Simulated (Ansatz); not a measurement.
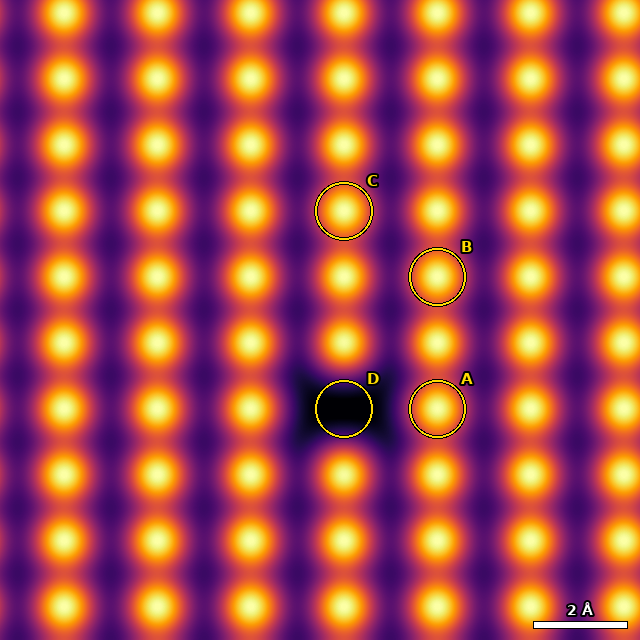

Dark-field STEM-like image of Cu (Im-3m, No. 229) along [110]. Simulated incoherent Z contrast: every atom adds Z^1.6 spread by a probe of 0.97 Å full width; channelling and multiple scattering are left out. The probe carries 25 % of its weight in a tail 2.5 times as wide. The display is stretched by a gamma of 0.65; percentages refer to the linear signal.

The sample is 1 repeat (4.1 Å) thick. One point defect was put into the perfect crystal, without relaxing the atoms around it. Brightness is counted from the darkest point of the image. Host structure: the input geometry of an electronic-structure calculation (not necessarily at equilibrium); the starting structure was generated, so it need not be a known form of this composition.

Which ringed column holds the defect, and does it scatter more or less than its equals?

Answer. D; it scatters less. The column holds 1 atom (Cu) through the sample, and one Cu atom is missing, so its peak vanishes.
